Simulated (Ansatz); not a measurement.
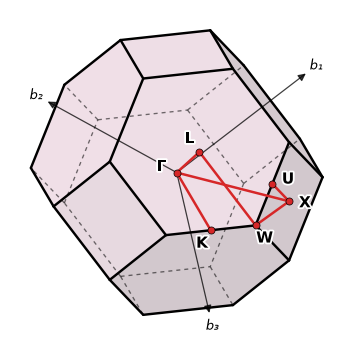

For KBr, the end point of a relaxation (final pressure about 12 GPa) with DFT PBEsol, scalar-relativistic, plane waves, PAW in Ansatz: the figure shows the first Brillouin zone with its special points and a band path. Symmetry computed with spglib at a tolerance of 0.002 Å; standard conventional cell.

Labels and path follow the convention of Hinuma et al. (2017), as computed by seekpath; the arrows show the directions of the reciprocal primitive vectors b₁, b₂, b₃.

Q: Which Bravais lattice has this zone?

A: A face-centred cubic lattice (cF; extended symbol cF2). The zone is a truncated octahedron in its combinatorial type: 14 faces (6 with 4 edges, 8 with 6 edges), 36 edges, 24 vertices.

Q: In which order does the conventional band path visit the special points?

A: Γ–X–U | K–Γ–L–W–X
